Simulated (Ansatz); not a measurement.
Cd4Te3 (slab)

```yaml
crystal:
  lattice:
    - [4.58866, 0.00000, 0.00000]
    - [0.00000, 4.58866, 0.00000]
    - [0.00000, 0.00000, 24.73401]
  atoms:
    - { symbol: Cd, position: [0.50000, 0.50000, 0.29879] }
    - { symbol: Te, position: [0.50000, 0.00000, 0.36689] }
    - { symbol: Cd, position: [0.00000, 0.00000, 0.43400] }
    - { symbol: Te, position: [0.00000, 0.50000, 0.50000] }
    - { symbol: Cd, position: [0.50000, 0.50000, 0.56600] }
    - { symbol: Te, position: [0.50000, 0.00000, 0.63311] }
    - { symbol: Cd, position: [0.00000, 0.00000, 0.70121] }
```

These are results of DFT PBEsol, scalar-relativistic, plane waves, PAW in Ansatz, not measurements.

The density is the valence pseudo-density of a PAW calculation; it isn't the true density close to the nuclei.

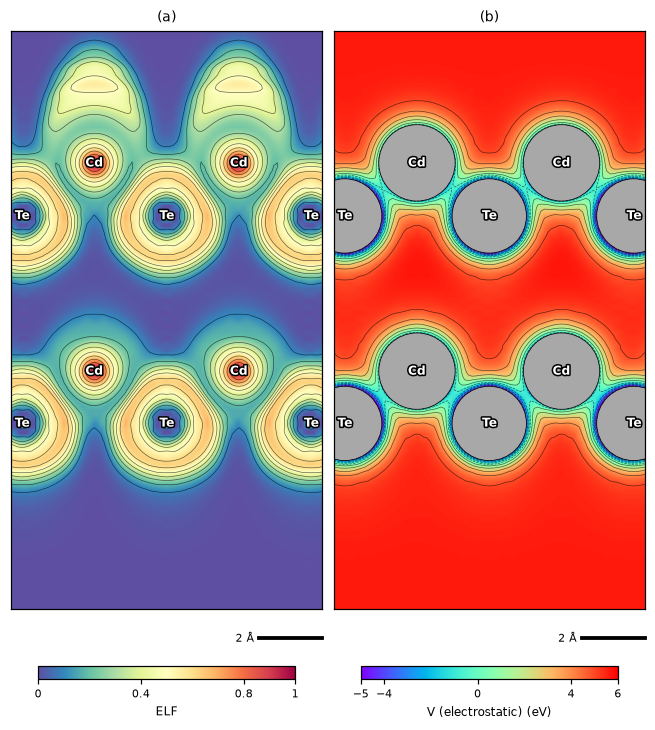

Figure 1. (a) electron localisation function; (b) electrostatic potential energy of an electron on the (010) plane of the calculation cell, a cut from vacuum to vacuum. Grey discs cover the atomic cores in the potential map.

### Read the bonding off the picture.

- The section cuts through Te and Cd sites.
- Cd–Te (2.83 Å): the ELF is about 0.50 at the midpoint.
- The features right at Cd lie inside the PAW spheres, where the map follows smoothed inner orbitals and isn't to be read closely.
- Outside the cores the potential energy rises away from the atoms and is highest in the vacuum; its zero is arbitrary.

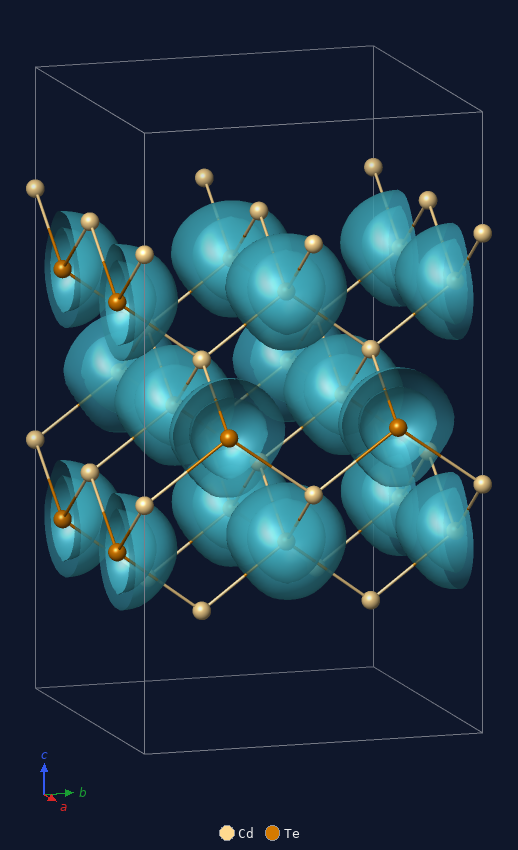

Figure 2. Isosurface of the electron localisation function at 0.55 (cyan), seen slightly off an axis. Core shells and regions of very low density are left out. Sticks mark near contacts.

### Describe the localisation domains.

At this value the surface marks out three regions wrapped around Te (the valence shell of each), counted in one cell of 7 atoms. Counts are for one cell; the picture repeats the cell along the surface.


Cd–Te (2.82 Å): the ELF is about 0.50 at the midpoint.

### Does the calculation make it a metal, or give it a gap?

It is gapless in this calculation (a metal or semimetal).
